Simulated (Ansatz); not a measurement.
## Electronic structure of AlGa$_{3}$As$_{4}$ in real space

```
Al Ga As
1.0
     4.01231    0.00000    0.00000
     0.00000    8.02060    0.00000
     0.00000    0.00000   11.32934
Al Ga As
2 6 8
Direct
  0.00000 0.00000 0.00040
  0.00000 0.50000 0.50040
  0.50000 0.75038 0.25001
  0.50000 0.25038 0.75001
  0.50000 0.24962 0.25001
  0.50000 0.74962 0.75001
  0.00000 0.00000 0.49969
  0.00000 0.50000 0.99969
  0.50000 0.00000 0.12469
  0.50000 0.50000 0.62469
  0.00000 0.74963 0.37513
  0.00000 0.24963 0.87513
  0.00000 0.25037 0.37513
  0.00000 0.75037 0.87513
  0.50000 0.50000 0.12495
  0.50000 0.00000 0.62495
```

Space group Amm2; started from the ordered alloy on zincblende lattice prototype, which need not be the ambient phase.

These are results of DFT, PBE0, plane waves, PAW in Ansatz, not measurements.

The density is the valence pseudo-density of a PAW calculation; it isn't the true density close to the nuclei.

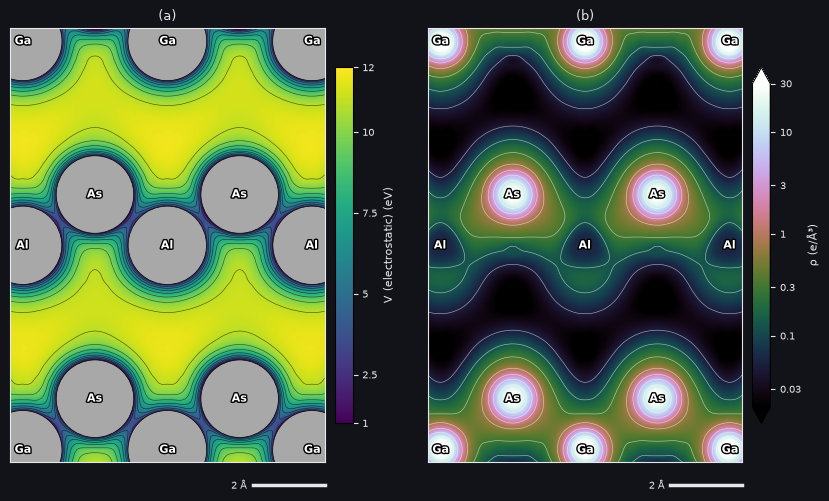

Figure 1. (a) electrostatic potential energy of an electron; (b) valence electron density on the (010) plane of the conventional cell. Grey discs cover the atomic cores in the potential map.

Question: Read the bonding off the picture.

Answer: The plane passes through Al, Ga and As nuclei. Al–As (2.45 Å): ρ at the midpoint is about 0.5 e/Å³. Ga–As (2.46 Å): the density is about 0.5 e/Å³ at the midpoint. Between the atoms the lowest density in this plane is 0.01 e/Å³. Outside the cores the potential energy rises away from the atoms and is highest about 2.4 Å from the nearest atoms; its zero is arbitrary.

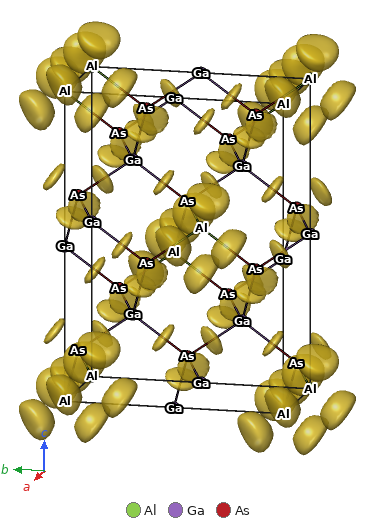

Figure 2. Isosurface of the electron localisation function at 0.75 (yellow), seen at an oblique angle. Core shells and regions of very low density are left out. Sticks mark near contacts.

Question: Identify the bonds, lone pairs and shells in this picture.

Answer: The surface consists of eight regions between bonded Al–As atoms (shared pairs) and 24 regions between bonded As–Ga atoms (shared pairs), counted in one cell of 16 atoms. Any copies at cell faces, edges or corners count once.


Al–As (2.45 Å): the ELF peaks at about 0.95 between the atoms (localised, covalent bonding). Ga–As (2.45 Å): the ELF peaks at about 0.80 between the atoms (localised, covalent bonding).

Question: Metal or insulator at this level of theory?

Answer: It is gapped, with a Kohn–Sham gap of 2.2 eV on the k-point mesh, an upper bound to the gap of this method.
